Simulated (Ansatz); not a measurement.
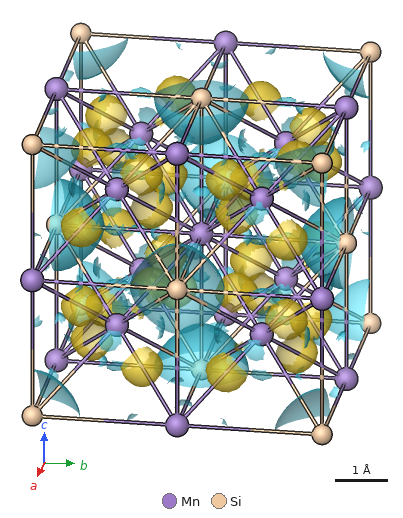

The picture shows: Mn3Si. Bonding charge density, ρ(crystal) − Σ ρ(neutral atoms): yellow surfaces at +0.03 and cyan ones at −0.03 e/Å³, in the conventional cell of the magnetic structure seen at an oblique angle (the regions close to the nuclei are left out). Cores are masked to 0.9 Å (Mn) and 0.8 Å (Si).

Space group Fm-3m; the calculation finds a residual pressure of about −16 GPa at this fixed cell; spin-polarised. Net moment 1.0 μB in the 4-atom cell of the calculation; other magnetic orders weren't tried. So large a residual pressure suggests that the database cell is idealised or belongs to other conditions.

Level of theory: DFT PBEsol, scalar-relativistic, plane waves, PAW (Ansatz).

In a PAW calculation such maps are meaningful between the atoms, not at the nuclei.

Input file:

```
crystal:
  lattice:
    - [0.0, 2.861, 2.861]
    - [2.861, 0.0, 2.861]
    - [2.861, 2.861, 0.0]
  atoms:
    - { symbol: Mn, position: [0.5, 0.5, 0.5], spin: 4.0 }
    - { symbol: Mn, position: [0.25, 0.25, 0.25], spin: 4.0 }
    - { symbol: Mn, position: [0.75, 0.75, 0.75], spin: 4.0 }
    - { symbol: Si, position: [0.0, 0.0, 0.0] }
magnetization:
  spin_polarized: true
basis:
  ecutwfc: 420
  fft_grid_basis: typed
kpoints:
  mp_grid: { grid: [10, 10, 10] }
hamiltonian:
  xc: pbesol
  pseudopotentials: { kind: paw }
scf:
  occupations: { method: gaussian, width: 0.05 }
output:
  forces: true
  stress: true
  eigenvalues: true
  bader: true
  write_density: true
  volumetric_format: npy
  populations: true
  elf: true
```

Command:

```sh
ansatz run input.yaml --threads 2 --pin off --max-ram 4096MiB --backend cpu --events-out ev --progress --plain --runs-dir out
```

The picture shows the conventional cell of the magnetic structure (a = 5.72 Å, b = 5.72 Å, c = 5.72 Å, α = 90.00°, β = 90.00°, γ = 90.00°).

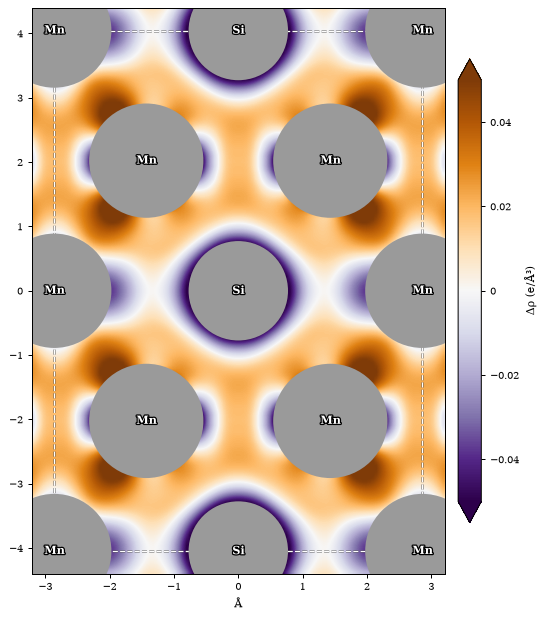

The same field as a map on the (110) plane of the conventional cell of the magnetic structure, with grey discs over the atomic cores.

Where does charge go when the atoms form this crystal?

Answer. Mn–Mn (2.48 Å): Δρ is +0.04 e/Å³ at the midpoint.
Mn–Si (2.48 Å): Δρ is +0.018 e/Å³ at the midpoint, so little or no bond charge builds up halfway.
Over the whole cell, outside the masked cores, the largest gain, 0.06 e/Å³, lies 1.0 Å from a manganese nucleus, and the largest loss lies at the edge of the masked core of Si.
In all about 0.14 e an atom is rearranged against the free atoms.
Bader charges: Mn −0.05 to +0.32 and Si −0.22 e. Among metals such charges hang on how the charge between the atoms is shared out.
